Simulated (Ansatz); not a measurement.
## Electronic structure of TiB in real space

Input

```
crystal:
  lattice:
    - [6.12, 0.0, 0.0]
    - [0.0, 3.06, 0.0]
    - [0.0, 0.0, 4.56]
  atoms:
    - { symbol: Ti, position: [0.177, 0.25, 0.123] }
    - { symbol: Ti, position: [0.823, 0.75, 0.877] }
    - { symbol: Ti, position: [0.323, 0.75, 0.623] }
    - { symbol: Ti, position: [0.677, 0.25, 0.377] }
    - { symbol: B, position: [0.029, 0.25, 0.603] }
    - { symbol: B, position: [0.971, 0.75, 0.397] }
    - { symbol: B, position: [0.471, 0.75, 0.103] }
    - { symbol: B, position: [0.529, 0.25, 0.897] }
basis:
  ecutwfc: 420
kpoints:
  mp_grid: { grid: [6, 12, 8] }
hamiltonian:
  xc: pbesol
scf:
  occupations: { method: gaussian, width: 0.1 }
output:
  forces: true
  stress: true
  eigenvalues: true
  write_density: true
  write_potential: true
  elf: true
  volumetric_format: npy
relax:
  adjacent_minimum: "off"
  f_tol: 0.005
  max_steps: 80
  cell: { stress_tol: 0.05 }
```

Command:

```sh
ansatz run input.yaml --threads 2 --pin off --max-ram 5120MiB --backend cpu --events-out ev --progress --plain --runs-dir out
```

Below, planes, directions and counts refer to the conventional cell (a = 6.06 Å, b = 3.03 Å, c = 4.53 Å, α = 90.00°, β = 90.00°, γ = 90.00°).

The fields are those of the run's last geometry, not of the input's.

Space group Pnma; computed without spin polarisation.

All numbers below come from DFT PBEsol, scalar-relativistic, plane waves, PAW (Ansatz 0.2.0).

In a PAW calculation such maps are meaningful between the atoms, not at the nuclei.

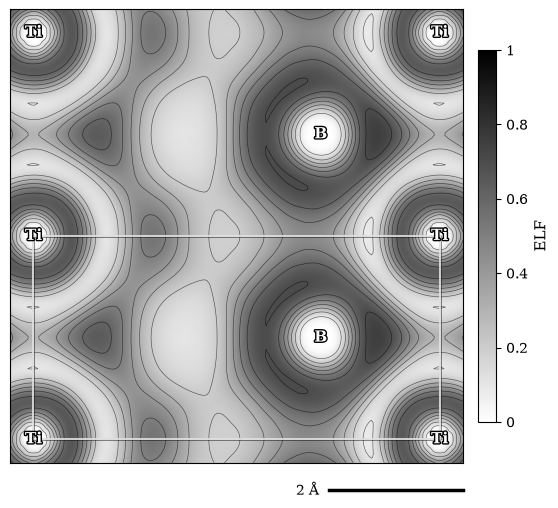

Figure 1. Electron localisation function on the (001) plane of the conventional cell.

> Interpret the plot.

The section cuts through Ti and B sites. Ti–B (2.33 Å): the ELF peaks at about 0.65 in the valence shell of B, 0.8 Å from its nucleus, and is about 0.25 at the midpoint. The features right at Ti lie inside the PAW spheres, where the map follows smoothed inner orbitals and isn't to be read closely.

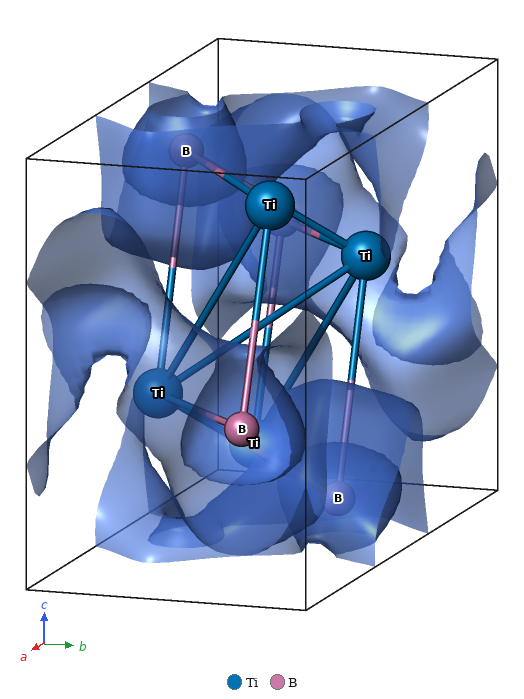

Figure 2. Isosurface of the electron localisation function at 0.6 (blue), seen slightly off an axis. Core shells and regions of very low density are left out. Sticks mark near contacts.

> Where are the electrons localised?

At this value the surface marks out channels that run through the cell in one direction, counted in one cell of 8 atoms. Regions shared between cells count once. Profiles from the grid: B–B (1.80 Å): the ELF peaks at about 0.85 between the atoms.

> Does the calculation make it a metal, or give it a gap?

It is gapless in this calculation (a metal or semimetal).
